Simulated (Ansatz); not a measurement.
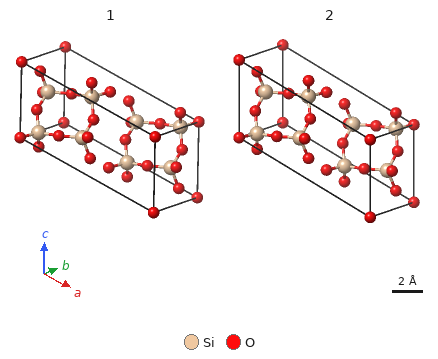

Two geometries of solid SiO₂ (set up in C2/c), drawn at one scale. One is the start of a relaxation, the other its converged end. A ball-and-stick model of the conventional cell (2 times the calculation's cell), seen slightly off an axis. Lengths and directions refer to the drawn axes.

The calculation used DFT LDA, scalar-relativistic, plane waves, PAW (Ansatz 0.2.0). (plane-wave cutoff 420 eV; k-point mesh 6 × 6 × 6; occupations gaussian; smearing width 0.02 eV; no spin polarisation; cell relaxed at fixed a, b, gamma; force threshold 0.008 eV/Å; at most 40 steps)

Which geometry has the lower energy?

Structure 1 is the relaxed one. Case: biaxial strain in the a-b plane of -2.0 %; c and atoms relaxed. The largest moves relative to the cell, 0.15 Å, are those of O atoms. Largest moves by element: O 0.15 Å, Si 0.06 Å. The drawn cell changes as follows: a unchanged at 10.607 Å, b unchanged at 8.696 Å, c 5.254 → 5.128 Å (−2.4 %), β 118.1° → 114.9°; the volume changes by +0.4 %. Some distances before and after: O–Si 1.569 → 1.608 Å, O–Si 1.625 → 1.606 Å. Among the angles between lasting bonds that change: Si–O–Si 149.3° → 145.2°. The space group stays C2/c (No. 15). After 7 accepted moves (12 points after the start) the energy has fallen by 18.5 meV per atom. Largest force component: 1.2 eV/Å at the start, 0.0006 eV/Å at the end. Pressure: 3.12 GPa at the start and 0.00 GPa at the end. The line search rejected the trial steps at points 6, 10 of the run. The SCF was repeated 3 times at an unchanged geometry on a basis and grid sized afresh for the cell, which shifted the energy by 1.1 meV per atom at most. Cost: 4.2 min on 2 threads of Arm Neoverse V2, with other jobs on the host, peak memory 0.75 GiB.
